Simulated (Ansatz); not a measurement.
Band-structure calculation, with input and output: AlCu₄ (part 1 of 2)

AlCu₄ (P2₁3, 20 atoms in the cell), computed with DFT r2SCAN, scalar-relativistic, plane waves, PAW, no spin polarisation (Ansatz 0.2.0).

The structure derives from a Materials Project entry.

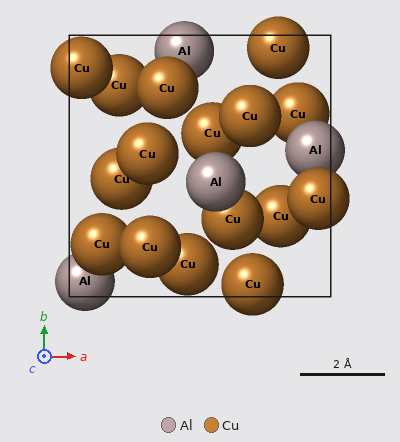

**Figure 1.** The input geometry (spheres-only view of the cell of the calculation, along the c axis). An atom can appear more than once, as a periodic image.

## Input file
```yaml
crystal:
  lattice:
    - [6.2460646817, 0.0, 0.0]
    - [0.0, 6.2460646817, 0.0]
    - [0.0, 0.0, 6.2460646817]
  atoms:
    - { symbol: Al, position: [0.4397835756, 0.9397835756, 0.5602164244] }
    - { symbol: Al, position: [0.9397835756, 0.5602164244, 0.4397835756] }
    - { symbol: Al, position: [0.5602164244, 0.4397835756, 0.9397835756] }
    - { symbol: Al, position: [0.0602164244, 0.0602164244, 0.0602164244] }
    - { symbol: Cu, position: [0.8086417843, 0.3086417843, 0.1913582157] }
    - { symbol: Cu, position: [0.3086417843, 0.1913582157, 0.8086417843] }
    - { symbol: Cu, position: [0.1913582157, 0.8086417843, 0.3086417843] }
    - { symbol: Cu, position: [0.6913582157, 0.6913582157, 0.6913582157] }
    - { symbol: Cu, position: [0.0476733773, 0.8753687796, 0.7008690782] }
    - { symbol: Cu, position: [0.2991309218, 0.5476733773, 0.6246312204] }
    - { symbol: Cu, position: [0.3753687796, 0.7991309218, 0.9523266227] }
    - { symbol: Cu, position: [0.5476733773, 0.6246312204, 0.2991309218] }
    - { symbol: Cu, position: [0.7991309218, 0.9523266227, 0.3753687796] }
    - { symbol: Cu, position: [0.8753687796, 0.7008690782, 0.0476733773] }
    - { symbol: Cu, position: [0.9523266227, 0.3753687796, 0.7991309218] }
    - { symbol: Cu, position: [0.7008690782, 0.0476733773, 0.8753687796] }
    - { symbol: Cu, position: [0.6246312204, 0.2991309218, 0.5476733773] }
    - { symbol: Cu, position: [0.4523266227, 0.1246312204, 0.2008690782] }
    - { symbol: Cu, position: [0.2008690782, 0.4523266227, 0.1246312204] }
    - { symbol: Cu, position: [0.1246312204, 0.2008690782, 0.4523266227] }
basis:
  ecutwfc: 500
kpoints:
  mp_grid: { grid: [6, 6, 6] }
  band_path:
    path:
      - [[0.0, 0.0, 0.0], [0.0, 0.5, 0.0], [0.5, 0.5, 0.0], [0.0, 0.0, 0.0], [0.5, 0.5, 0.5], [0.0, 0.5, 0.0]]
      - [[0.5, 0.5, 0.5], [0.5, 0.5, 0.0], [0.5, 0.0, 0.0]]
    npoints: 10
hamiltonian:
  xc: r2scan
scf:
  occupations: { method: gaussian, width: 0.1 }
  n_extra_bands: 50
output:
  forces: true
  stress: true
  eigenvalues: true
  populations: true
  dos: { projected: true, de: 0.02, nscf_kmesh: { grid: [9, 9, 9] } }
  bader: false
  write_density: true
  write_potential: true
  elf: true
  volumetric_format: npy
```

Launch command:
```bash
ansatz run input.yaml --threads 4 --pin off --max-ram 10240MiB --backend cpu --events-out ev --progress --plain --runs-dir out
```

## Log
```
scf.n_extra_bands = 50 over 158 filled bands (N_el = 316.0): the run solves 208 bands
Engine: ansatz 0.2.0, x86_64-unknown-linux-gnu
Pseudopotentials: kind: paw
Pseudopotential: Al, paw, valence charge 3, recommended cutoff 500 eV (meta_gga), Al.paw.azcp
Pseudopotential: Cu, paw, valence charge 19, recommended cutoff 500 eV (meta_gga), Cu.paw.azcp
Functional definition: r2SCAN
  parameter k0 = 0.174
  parameter k1 = 0.065
  parameter a1 = 4.9479
  exchange = r2scan_x(k0 = k0, k1 = k1, a1 = a1)
  correlation = r2scan_c
Crystal: 20 atoms, lattice volume = 243.680 Å³
Basis set: ecut = 500 eV, 6187 PW (Γ), exchange–correlation on 192×192×192 points (64 copies of the dense FFT grid, shifted against one another)
Bands: 208, of which v1, the nominal top of the filled ones, is band 158 counted from 1 (157 counted from 0)
Symmetry: 12 space group operations
Space group: P213 (ITA 198), of the structure as read, at distance tolerance 6.2e-5 Å
k-points: 24 of 216 (time reversal used)
Non-local potential: Al, projectors of the file, l = 0: 2, l = 1: 2, l = 2: 1
Non-local potential: Cu, projectors of the file, l = 0: 3, l = 1: 2, l = 2: 3, l = 3: 1
PAW form: soft (Blöchl's): semilocal exchange-correlation on the pseudo side does not see the compensation charge
PAW frozen core: Al, regenerated for the run's functional (the file was generated under x = pbe(κ = 0.804, μ = 0.2195149727645171), c = pbe(β = 0.06672455060314922))
PAW frozen core: Cu, regenerated for the run's functional (the file was generated under x = pbe(κ = 0.804, μ = 0.2195149727645171), c = pbe(β = 0.06672455060314922))
PAW one-centre angular grid: Al, 302 points (default); XC on 160 Gauss nodes
PAW one-centre angular grid: Cu, 590 points (default); XC on 160 Gauss nodes
Initial density: superposition of atomic densities (neutral atoms: chi_scale 0, normalization atom), corrected by the library's trained network
Initial wavefunctions: pseudopotential atomic-orbital guess
Functional: x = r2scan, c = r2scan; τ floored in thin density (d = 2e-4 eV/Å³)
SCF iter   1: F=—  HF=-108264.291958 eV  |F-HF|=—  |Δ(HF+E_count)|=         —  Δρ=3.87e-2  dr2=2.17e0  dr2_τ=4.22e-2  ethr=1.77e-3  ⟨swp⟩=5.0  Hψ=18426  notcnv=0  defer=354
preconditioner: auto → Kerker (q_TF=auto, 2.849 Å⁻¹)  [metal: Δε(μ)=0.056 eV  Ē_g=12.312 eV  σ=0.100 eV  W_gap=0.31  n_scr=92 (ndim 8)  ℏωp=32.6 eV  f_vac=0.000  D(μ)=4.75/eV (n_scr^D=26)]
SCF iter   2: F=—  HF=-108264.162320 eV  |F-HF|=—  |Δ(HF+E_count)|=   1.30e-1  Δρ=1.46e-2  dr2=2.18e-1  dr2_τ=2.00e-2  ethr=6.87e-4  ⟨swp⟩=2.0  Hψ=7992  notcnv=0  defer=1037
SCF iter   3: F=—  HF=-108264.003698 eV  |F-HF|=—  |Δ(HF+E_count)|=   1.59e-1  Δρ=8.44e-3  dr2=1.42e-1  dr2_τ=7.19e-4  ethr=6.88e-5  ⟨swp⟩=2.0  Hψ=7828  notcnv=0  defer=1037
SCF iter   4: F=—  HF=-108263.971615 eV  |F-HF|=—  |Δ(HF+E_count)|=   3.21e-2  Δρ=2.34e-3  dr2=1.44e-2  dr2_τ=1.87e-4  ethr=4.50e-5  ⟨swp⟩=1.0  Hψ=5744  notcnv=0  defer=1037
SCF iter   5: F=—  HF=-108263.973271 eV  |F-HF|=—  |Δ(HF+E_count)|=   1.66e-3  Δρ=2.56e-3  dr2=9.40e-3  dr2_τ=7.44e-5  ethr=4.55e-6  ⟨swp⟩=2.0  Hψ=7383  notcnv=0  defer=1037
SCF iter   6: F=—  HF=-108263.974180 eV  |F-HF|=—  |Δ(HF+E_count)|=   9.09e-4  Δρ=5.46e-4  dr2=1.21e-3  dr2_τ=1.02e-5  ethr=2.97e-6  ⟨swp⟩=2.0  Hψ=7738  notcnv=0  defer=1037
SCF iter   7: F=—  HF=-108263.974465 eV  |F-HF|=—  |Δ(HF+E_count)|=   2.85e-4  Δρ=3.56e-4  dr2=2.64e-4  dr2_τ=2.17e-6  ethr=3.82e-7  ⟨swp⟩=2.0  Hψ=6203  notcnv=0  defer=1037
SCF iter   8: F=—  HF=-108263.974612 eV  |F-HF|=—  |Δ(HF+E_count)|=   1.47e-4  Δρ=7.45e-5  dr2=2.81e-5  dr2_τ=1.76e-7  ethr=8.35e-8  ⟨swp⟩=2.0  Hψ=6209  notcnv=0  defer=1037
SCF iter   9: F=—  HF=-108263.974496 eV  |F-HF|=—  |Δ(HF+E_count)|=   1.16e-4  Δρ=4.32e-5  dr2=5.94e-6  dr2_τ=3.34e-8  ethr=8.89e-9  ⟨swp⟩=2.0  Hψ=6205  notcnv=0  defer=1037
SCF iter  10: F=-108263.974496 eV  HF=-108263.974496 eV  |F-HF|=2.23e-8  |Δ(HF+E_count)|=   1.43e-7  Δρ=7.54e-6  dr2=9.19e-8  dr2_τ=1.88e-9  ethr=3.16e-11  ⟨swp⟩=12.2  Hψ=39608  notcnv=0
SCF 1 converged in 10 iterations: F = -108263.974496 eV  dr2 = 9.19e-8
  greatest PAW one-centre occupation: 1.000 electrons in one spin orbital (limit 2), on the Cu atom at site 18 (counted from 0), in its partial waves of l = 0
```

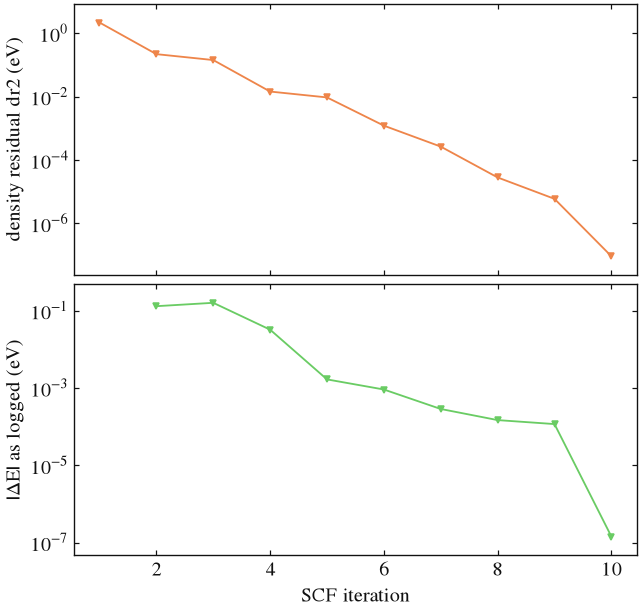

**Figure 2.** Convergence of the self-consistent field: density residual dr2 and size of the energy change against the SCF iteration. The residual falls at every step.

```
NSCF: frozen V_eff on 72 k-points
NSCF: frozen V_eff on 45 k-points
SCF converged after 10 iterations
Free energy (F): -108263.974496 eV
Harris-Foulkes:  -108263.974496 eV  (|F-HF|=2.23e-8)
Internal energy: -108263.950461 eV  (E = F + TS)
E sigma→0 (E₀):  -108263.962479 eV
Entropy (-TS):   -0.024035 eV (-1.202 meV/atom)
Fermi energy:    14.955478 eV
--- Per-component energies (eV) ---
  E_band       = -6611.020079
  E_kinetic    = 4897.080393
  E_local      = -72543.482645  (includes V_loc(G=0)·N_el)
  E_nonlocal   = 6351.915073
  E_hartree    = 32259.858413
  E_xc         = -1494.444437
  E_vxc        = -2131.717734  (∫ρ·V_xc dr)
  E_paw        = -28733.835932  (= ΣΔE_a)
  E_vpaw       = -7855.345514  (= ΣTr[D̂ρ^β])
  E_aug_tail   = 0.002292  (compensation charges beyond the density's cutoff)
  E_vtau       = 150.877520  (kinetic-family band-sum trace: ∫τ·v_τ [+ j·A + Jᵃ·Aᵃ] dr)
  E_ewald      = -48995.985459
  E_core_change = -5.058160  (= ΣΔE_core)
  E_smearing   = -0.024035  (= −TS)
  E_closure    = -0.000000  (closes the sum)
  Σ components = -108263.974496   (vs F -108263.974496, Δ=0.00e0)
--- Forces (eV/Å), atoms counted from 1 ---
  atom   1  Al    -0.00211673    -0.00211673     0.00211673
  atom   2  Al    -0.00211673     0.00211673    -0.00211673
  atom   3  Al     0.00211673    -0.00211673    -0.00211673
  atom   4  Al     0.00211673     0.00211673     0.00211673
  atom   5  Cu    -0.00181553    -0.00181553     0.00181553
  atom   6  Cu    -0.00181553     0.00181553    -0.00181553
  atom   7  Cu     0.00181553    -0.00181553    -0.00181553
  atom   8  Cu     0.00181553     0.00181553     0.00181553
  atom   9  Cu    -0.00033334    -0.00177965    -0.00322180
  atom  10  Cu     0.00322180    -0.00033334     0.00177965
  atom  11  Cu    -0.00177965     0.00322180     0.00033334
  atom  12  Cu    -0.00033334     0.00177965     0.00322180
  atom  13  Cu     0.00322180     0.00033334    -0.00177965
  atom  14  Cu    -0.00177965    -0.00322180    -0.00033334
  atom  15  Cu     0.00033334    -0.00177965     0.00322180
  atom  16  Cu    -0.00322180    -0.00033334    -0.00177965
  atom  17  Cu     0.00177965     0.00322180    -0.00033334
  atom  18  Cu     0.00033334     0.00177965    -0.00322180
  atom  19  Cu    -0.00322180     0.00033334     0.00177965
  atom  20  Cu     0.00177965    -0.00322180     0.00033334
  max |Σ_I F_I| component: 4.10e-17 eV/Å
--- Stress (GPa, compression-positive) ---
        0.015191       0.000000      -0.000000
        0.000000       0.015191      -0.000000
       -0.000000      -0.000000       0.015191
  P = ⅓ Tr σ = 0.0152 GPa (0.152 kbar)
--- Band table (eV; the first three rows and the last of 24) ---
  k-point 0: bands = ["-102.1210", "-102.1210", "-102.1210", "-102.1210", "-101.5574", "-101.5537", "-101.5537", "-101.5537", "-101.5533", "-101.5533", "-101.5533", "-101.5511", "-101.5511", "-101.5511", "-101.5505", "-101.5505", "-57.9769", "-57.9769", "-57.9769", "-57.9764", "-57.9764", "-57.9763", "-57.9763", "-57.9763", "-57.8479", "-57.8475", "-57.8475", "-57.8475", "-57.4404", "-57.4404", "-57.4404", "-57.4356", "-57.4335", "-57.4335", "-57.4335", "-57.4318", "-57.4318", "-57.4224", "-57.4224", "-57.4224",
      "-57.3989", "-57.3989", "-57.3989", "-57.3943", "-57.3870", "-57.3870", "-57.3870", "-57.3806", "-57.3806", "-57.3783", "-57.3783", "-57.3783", "-57.3202", "-57.3169", "-57.3169", "-57.3169", "-57.2972", "-57.2972", "-57.2972", "-57.2884", "-57.2884", "-57.2826", "-57.2826", "-57.2826", "4.3063", "7.5133", "7.5133", "7.5133", "8.4881", "8.4881", "8.4881", "9.6837", "9.6837", "9.6837", "10.1334", "10.1334", "10.1334", "10.2228", "10.2244", "10.2244",
      "10.4151", "10.4151", "10.4151", "10.7561", "10.7990", "10.7990", "10.7990", "10.8650", "10.8650", "10.9729", "10.9917", "10.9917", "10.9917", "11.0807", "11.0807", "11.0945", "11.0945", "11.0945", "11.2061", "11.2061", "11.2061", "11.3989", "11.3989", "11.3989", "11.5352", "11.5352", "11.5352", "11.6297", "11.6677", "11.6677", "11.7729", "11.7729", "11.7729", "11.8692", "11.8959", "11.8959", "11.8959", "11.9943", "11.9943", "11.9943",
      "12.0536", "12.0536", "12.0536", "12.2037", "12.2037", "12.3829", "12.3829", "12.3829", "12.4306", "12.4430", "12.4430", "12.4430", "12.4540", "12.4540", "12.5215", "12.5215", "12.5215", "12.6274", "12.6274", "12.6274", "12.7430", "12.7430", "12.7577", "12.7577", "12.7577", "12.9693", "12.9693", "12.9693", "13.0799", "13.0799", "13.0799", "14.0337", "14.1857", "14.1857", "14.1857", "14.4926", "14.4926", "14.4926", "14.6588", "14.6588",
      "15.4155", "15.4155", "15.4155", "18.3315", "18.3315", "18.3315", "18.5105", "18.5767", "18.5767", "18.5767", "19.6837", "22.2779", "22.2779", "22.3901", "22.3901", "22.3901", "22.6835", "24.5083", "24.5083", "24.5083", "24.5958", "24.5958", "25.0031", "25.0031", "25.0031", "25.2935", "25.2935", "25.2935", "25.7527", "25.7527", "25.7527", "25.7763", "26.7852", "26.7852", "26.7852", "27.1991", "27.1991", "27.6205", "27.6205", "27.6205",
      "28.1923", "28.4288", "28.4288", "28.4288", "28.8025", "28.8025", "29.4288", "29.4288"]
  k-point 1: bands = ["-102.1210", "-102.1210", "-102.1210", "-102.1210", "-101.5573", "-101.5544", "-101.5538", "-101.5538", "-101.5533", "-101.5532", "-101.5526", "-101.5514", "-101.5513", "-101.5509", "-101.5505", "-101.5505", "-57.9770", "-57.9769", "-57.9768", "-57.9766", "-57.9764", "-57.9764", "-57.9762", "-57.9762", "-57.8478", "-57.8476", "-57.8475", "-57.8474", "-57.4408", "-57.4403", "-57.4400", "-57.4373", "-57.4335", "-57.4332", "-57.4321", "-57.4318", "-57.4312", "-57.4229", "-57.4225", "-57.4225",
      "-57.3997", "-57.3988", "-57.3978", "-57.3952", "-57.3885", "-57.3867", "-57.3852", "-57.3811", "-57.3808", "-57.3789", "-57.3780", "-57.3779", "-57.3217", "-57.3203", "-57.3145", "-57.3129", "-57.2990", "-57.2983", "-57.2955", "-57.2883", "-57.2883", "-57.2846", "-57.2825", "-57.2810", "4.4187", "6.8298", "7.5863", "7.8025", "8.3632", "8.5314", "9.0402", "9.3833", "9.6230", "9.8015", "9.8867", "10.0782", "10.0803", "10.1515", "10.2363", "10.3653",
      "10.4488", "10.4578", "10.5229", "10.7369", "10.7438", "10.7603", "10.8320", "10.8331", "10.8785", "10.9369", "10.9662", "10.9748", "11.0331", "11.0450", "11.0882", "11.1119", "11.1127", "11.1883", "11.1951", "11.2161", "11.2796", "11.3320", "11.4187", "11.4400", "11.4665", "11.5405", "11.6033", "11.6190", "11.6551", "11.7022", "11.7241", "11.7403", "11.7567", "11.8195", "11.8782", "11.9002", "11.9007", "12.0046", "12.0159", "12.0470",
      "12.0507", "12.0808", "12.1021", "12.2071", "12.2251", "12.3396", "12.3414", "12.3691", "12.3857", "12.4289", "12.4380", "12.4497", "12.4882", "12.5107", "12.5259", "12.5389", "12.5536", "12.6210", "12.6404", "12.6413", "12.7236", "12.7514", "12.7726", "12.7930", "12.7983", "12.9257", "12.9656", "13.0062", "13.0538", "13.0606", "13.2361", "13.5932", "13.7335", "14.0173", "14.0755", "14.3060", "14.3180", "14.6756", "14.8813", "15.2421",
      "15.2919", "15.9697", "16.4098", "17.5009", "17.6893", "17.7403", "18.2966", "19.1802", "19.5345", "19.5558", "20.3265", "20.7332", "22.3223", "22.3907", "22.4709", "22.4819", "23.1983", "23.4079", "23.4705", "23.6849", "24.0250", "24.2703", "24.4696", "24.8327", "24.8591", "25.0378", "25.3883", "25.5982", "25.6290", "26.0346", "26.1329", "26.1639", "26.6284", "26.8609", "26.9911", "27.0587", "27.4209", "27.6497", "27.7848", "27.9028",
      "28.0652", "28.1608", "28.5066", "28.6966", "28.7175", "28.8608", "29.0908", "29.2151"]
```
